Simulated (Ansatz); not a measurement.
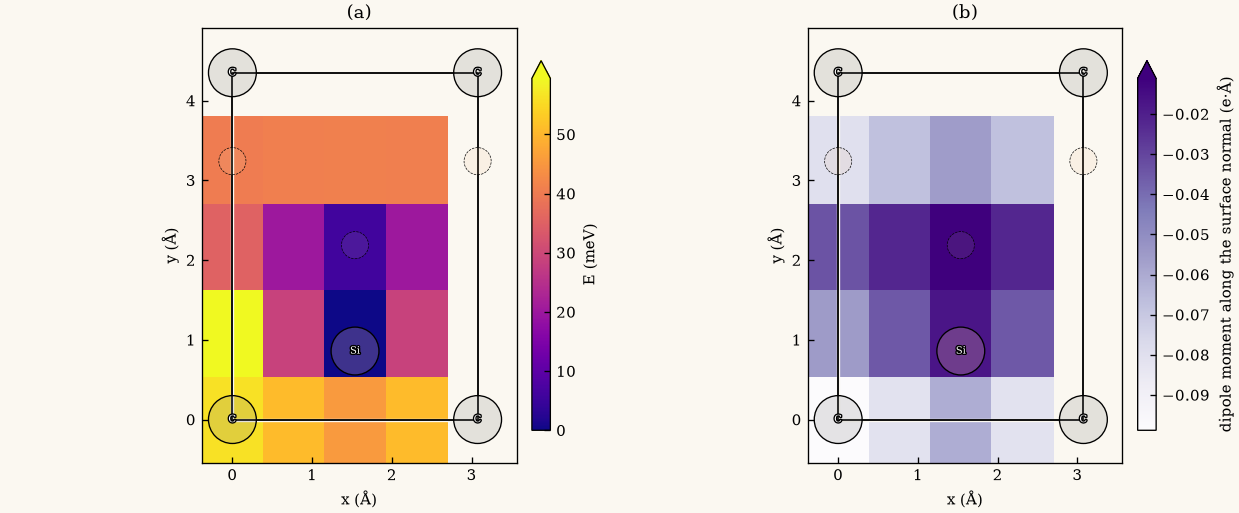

H on a SiC(110) slab cut from the F-43m phase, its upper half relaxed before the scan (32 atoms of substrate and one adsorbate in a 2 × 2 cell). H is moved over the surface cell at a fixed height above a rigid substrate; the origin of the map has the adsorbate above C29; the height is held at 2.50 Å. Places are given modulo a cell vector. The map is drawn in real space over the plane of the surface. The scan uses a 4 × 4 grid; 12 points were computed and 4 follow by symmetry. Places are given in fractions of the 1 × 1 surface cell. Energies: meV, counted from the lowest grid point. At a fixed height the lowest place need not be the adsorption site. Method: Ansatz 0.2.0, DFT PBE+D3(BJ), scalar-relativistic, plane waves, PAW. Settings: cutoff 420 eV, k-mesh 5×3×1, gaussian smearing 0.05 eV, spin-polarised.

Panel (a) is the energy and panel (b) the computed dipole moment along the surface normal on the same grid.

The picture shows one coloured cell a grid point, labelled circles for the atoms of the top layer and small ones for the second layer, the outline of one cell of the plane, one colour for all values above the top of the scale.

### How does the dipole moment along the surface normal vary over the map, and what is it at the lowest grid point?

It runs from −0.10 e·Å at the top site over a surface C atom, (0/4, 0/4) of the cell vectors to −0.01 e·Å at (2/4, 2/4) of the cell vectors [nearest 1 Si at 3.05 Å]. At the lowest grid point, (2/4, 1/4) of the cell vectors [nearest 1 Si at 2.76 Å], it is −0.02 e·Å.

PAW datasets: the set soft_1.
